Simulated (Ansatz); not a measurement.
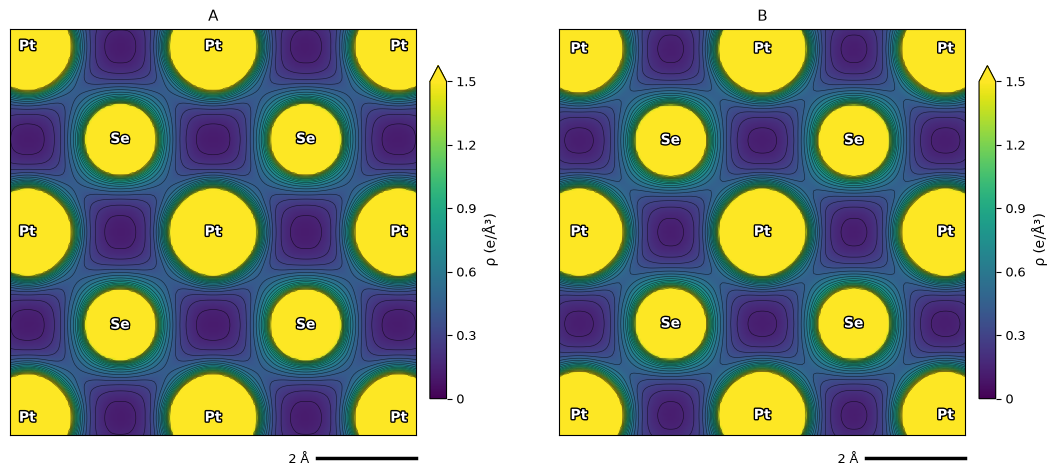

PtSe. The valence electron density of two cells that differ in size, on the (110) plane of each (indices in the axes of the calculation cell), at one length scale and on one colour scale: A has 18.4 Å³ an atom and B 17.7.

The calculation used DFT PBEsol, scalar-relativistic, plane waves, PAW (Ansatz 0.2.0).

The larger cell:

```
CELL_PARAMETERS angstrom
0.00000 2.64018 2.64018
2.64018 0.00000 2.64018
2.64018 2.64018 0.00000
ATOMIC_POSITIONS crystal
Pt 0.50000 0.50000 0.50000
Se 0.00000 0.00000 0.00000
```

The smaller cell: a = 3.685 Å, b = 3.685 Å, c = 3.685 Å, α = 60.00°, β = 60.00°, γ = 60.00°.

> What changes from the larger cell to the smaller?

From the larger cell to the smaller, Pt–Se goes from 2.64 to 2.61 Å, and the density at its midpoint from 0.44 to 0.46 e/Å³; the pressure goes from −5 to −0.1 GPa.
